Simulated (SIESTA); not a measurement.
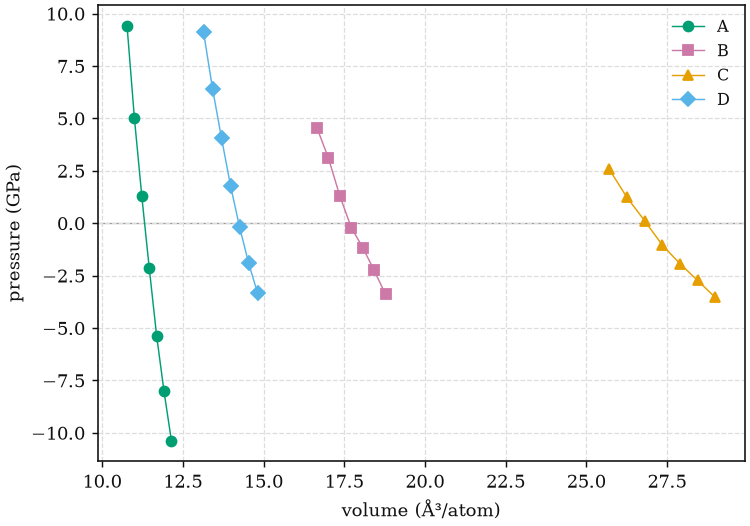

The figure shows the pressure against volume, with one curve for each element, for Cu, Ga, Si and Sn (all in space group I4/mmm (No. 139)). The labels are replaced by letters.

Calculation (SIESTA 5.4.2): DFT in numerical atomic orbitals with pseudopotentials, no spin polarisation; energies at scaled volumes of the given cell, shape and fractions fixed, counted from the fit's minimum, third-order Birch-Murnaghan fit. Level: PBEsol.

```csv
setting,value
occupations,Fermi–Dirac
smearing width,0.05 eV
potentials,"PseudoDojo 0.4 standard, converted to PSML, two zetas on semicore shells"
```

> Which letter stands for which compound?

A: Cu; B: Ga; C: Sn; D: Si.

Limits of the calculation: mulliken charges of long orbitals; short basis over semicore shells (Cu); shape and atomic fractions are frozen while scaling, which makes layered, chain and framework solids too stiff.
